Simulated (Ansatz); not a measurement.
# HfN/SiC/HfN: predicting the conductance of a thicker barrier

**Method.** Ansatz 0.2.0, plane waves with PAW datasets, PBE. Interfaces are relaxed in a short slab (with D3(BJ) where the barrier is layered), set between ideal electrode layers that go on as semi-infinite leads, and the zero-bias conductance G at 300 K comes from T(E) on a typed mesh. The error is the largest of the program's estimates from energy step, mesh, the leads' potential steps and neutrality; its separate bound for narrow resonances between the energies solved isn't counted and can be far larger. The lower electrode is HfN (rock salt 111), the upper HfN (rock salt 111) and the barrier SiC (zinc blende 111), on a net of side 3.203 Å; d is the distance between the electrodes' last planes.

The runs shown:

| planes in the barrier | d (Å) | G (S/m²) | error (%) | lead step (meV) |
| --- | --- | --- | --- | --- |
| 4 | 8.15 | 1.96e14 | 51 | 32 |
| 6 | 10.66 | 7.38e13 | 64 | 32 |
| 8 | 13.17 | 1.85e13 | 61 | 32 |
| 12 | 18.18 | 1.19e12 | 66 | 32 |
| 14 | 20.69 | 3.23e11 | 64 | 32 |

Task: A further run has 16 planes, d = 23.19 Å. Fit G ∝ exp(−βd) to the rows shown and predict its conductance.

Working: Take y = ln G: 32.91, 31.93, 30.55, 27.80 and 26.50. The means are d = 14.17 Å and y = 29.94; Σ(Δd Δy) = −56.47 and Σ(Δd)² = 108.15, so the slope is −0.522 Å⁻¹ (β = 0.522 Å⁻¹). At d = 23.19 Å, y = 29.94 − 0.522 × 9.02 = 25.23, or G = 9.06e10 S/m².

**The withheld run.** The run gave 8.07e10 S/m², with an error estimate of 62 % and a lead step of 32 meV. The prediction is 1.12 times that, too high by 12 %. That lies within the runs' own error estimates, carried through the fit.

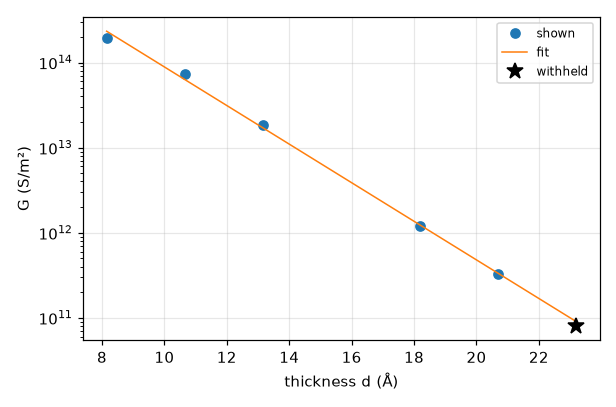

Fit and withheld run.

Caveats: The interfaces are ideal, one cell wide, strained to a common net and relaxed from one registry with their symmetry kept. PBE's gaps are too small, so true decay constants are likely larger where the Fermi level lies deep in a gap. No spin-orbit coupling, phonons, disorder or image charges enter. The rows shown are chosen by tests on error estimates (under 100 to 120 %), lead steps (under 150 meV, though the program warns over 25), intact interfaces and, for fits, a steady trend in the rows shown; the data set holds 414 series of this kind, and not all pass.
